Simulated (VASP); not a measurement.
System: corundum-type Al$_{2}$O$_{3}$, space group R-3c (No. 167), 10 atoms in the primitive cell.

```cif
data_structure
_symmetry_space_group_name_H-M 'P 1'
_symmetry_Int_Tables_number 1
_cell_length_a 5.1153
_cell_length_b 5.1153
_cell_length_c 5.1153
_cell_angle_alpha 55.301
_cell_angle_beta 55.301
_cell_angle_gamma 55.301
_cell_volume 84.31
loop_
_atom_site_label
_atom_site_type_symbol
_atom_site_fract_x
_atom_site_fract_y
_atom_site_fract_z
_atom_site_occupancy
Al1 Al 0.35188 0.35188 0.35188 1
Al2 Al 0.14812 0.14812 0.14812 1
Al3 Al 0.64812 0.64812 0.64812 1
Al4 Al 0.85188 0.85188 0.85188 1
O1 O 0.55632 0.94368 0.25000 1
O2 O 0.25000 0.55632 0.94368 1
O3 O 0.94368 0.25000 0.55632 1
O4 O 0.44368 0.05632 0.75000 1
O5 O 0.75000 0.44368 0.05632 1
O6 O 0.05632 0.75000 0.44368 1
```

VASP 6.6.1; r2SCAN+rVV10, VASP PAW PBE potentials, release 64 (Al, O), no spin polarisation, no spin-orbit coupling, 8×8×8 k mesh, 520 eV cutoff.

What will the band structure and density of states look like? The path is Γ–L–B1|B–Z–Γ–X|Q–F–P1–Z|L–P.

An insulator. The gap along this path is 7.20 eV and direct: both edges lie at Γ. The top valence level at Γ is a single band, not degenerate (spin aside). The next level lies only 0.05 eV lower.

The PAW data sets were made with another functional. LDA, GGA and most meta-GGA functionals understate gaps. In reduced coordinates of the cell that was run, L is (0.5, 0, 0), B1 is (0.5, 0.234, −0.234), B is (0.766, 0.5, 0.234), Z is (0.5, 0.5, 0.5), X is (0.367, 0, −0.367), Q is (0.633, 0.367, 0), F is (0.5, 0.5, 0), P1 is (0.633, 0.633, 0.234) and P is (0.766, 0.367, 0.367).

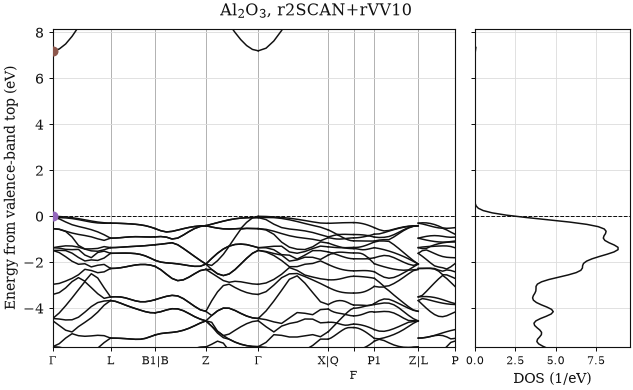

Band structure and density of states. Energies are counted from the top of the valence band. The DOS curve is built from the levels of the k mesh with Gaussians 0.55 eV wide, which also blur the band edges; ripples of that width can come from the mesh.
